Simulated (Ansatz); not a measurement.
Cell and atoms:

```
Si Mo
1.0
     4.68070    0.00000    0.00000
    -2.34035    4.05361    0.00000
     0.00000    0.00000    6.68631
Si Mo
6 3
Direct
  0.16400 0.83600 0.83333
  0.32800 0.16400 0.16667
  0.83600 0.67200 0.50000
  0.83600 0.16400 0.83333
  0.67200 0.83600 0.16667
  0.16400 0.32800 0.50000
  0.50000 0.00000 0.50000
  0.00000 0.50000 0.16667
  0.50000 0.50000 0.83333
```

**Work out the structure from the coordinates.**

Its composition is Si2Mo. Its lattice is primitive hexagonal, its space group P6_222 (No. 180). The cell holds 9 atoms (6 Si, 3 Mo), Z = 3. Each Mo is bonded to ten Si at 2.61 to 2.72 Å. Not all metal-metal contacts are counted. The bonds build a three-dimensional framework.

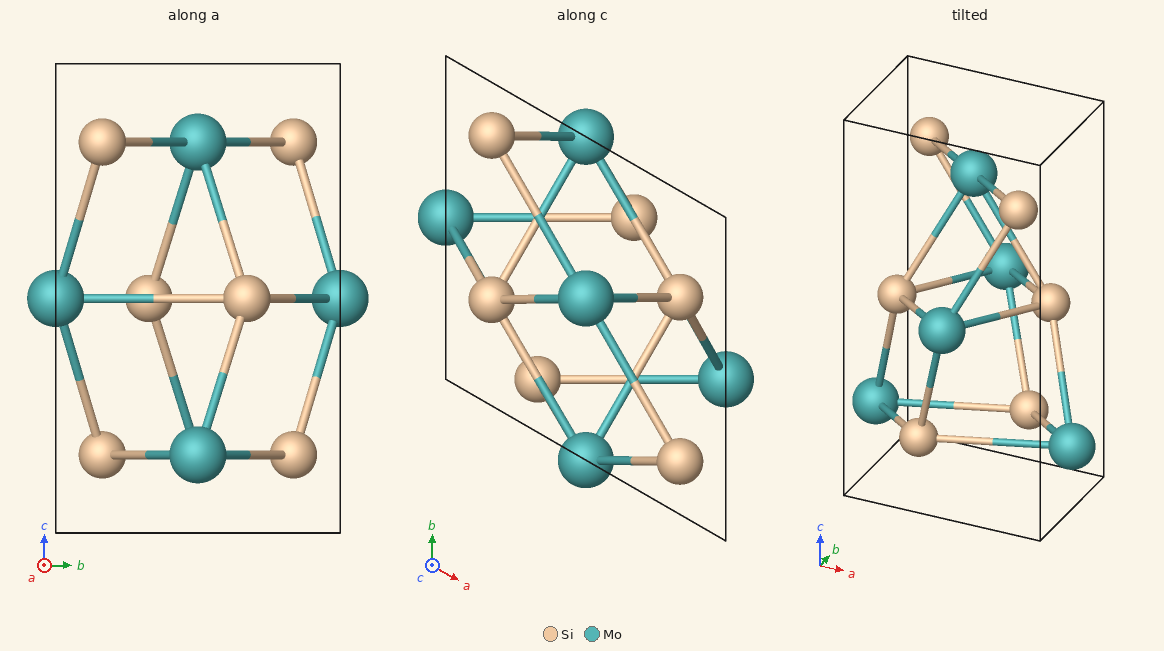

Ball-and-stick drawing of the structure, looking along the a axis, along the c axis and slightly off an axis. Atoms at the boundary of the conventional unit cell (the box) are drawn once for each face, edge or corner they touch. Colours: silicon light orange, molybdenum teal.

Provenance: a structure listed in the Materials Project. It was relaxed at fixed volume with Ansatz, DFT r2SCAN, scalar-relativistic, plane waves, PAW.

At this level of theory the run's own cell isn't at rest (stretched, at -11 GPa), so its distances can differ from those at equilibrium, the more so the softer the solid.
